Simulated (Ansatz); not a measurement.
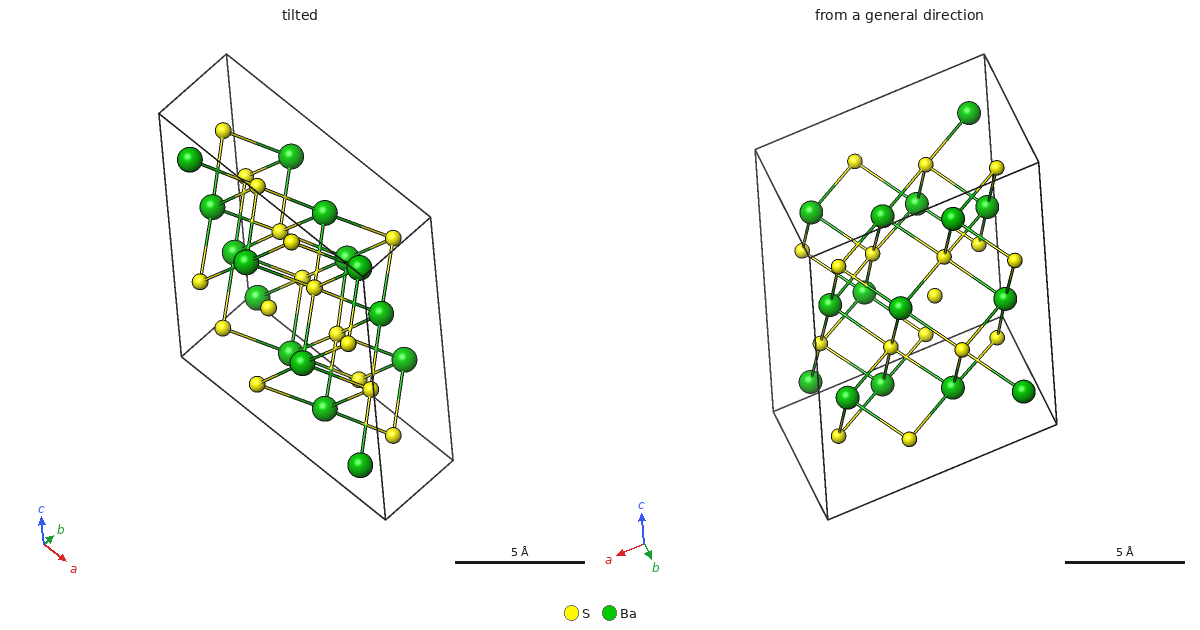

The image is a ball-and-stick drawing of a crystal, viewed slightly off an axis and from a general direction. The supercell is drawn as a box. The host is BaS, in a cell of 32 sites, and the cell is neutral.

### Where does the cell differ from the host, and how?

Sulfur on a barium site (an antisite). It is bonded to no bonds drawn.

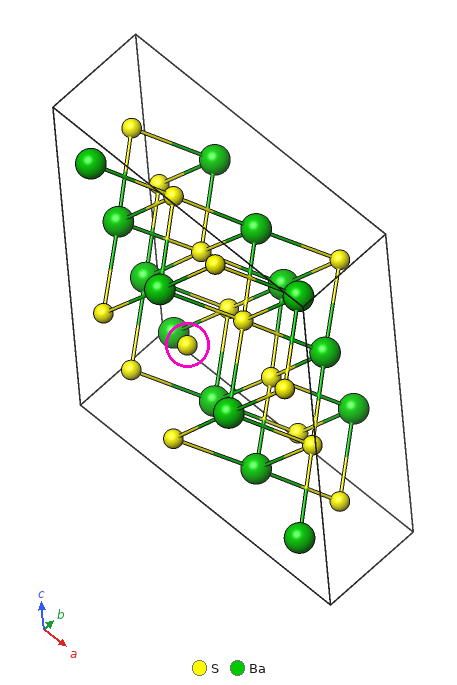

The same cell with a ring at the defect's site.

The atoms were relaxed in the host's cell with DFT PBE, scalar-relativistic, plane waves, PAW (Ansatz).
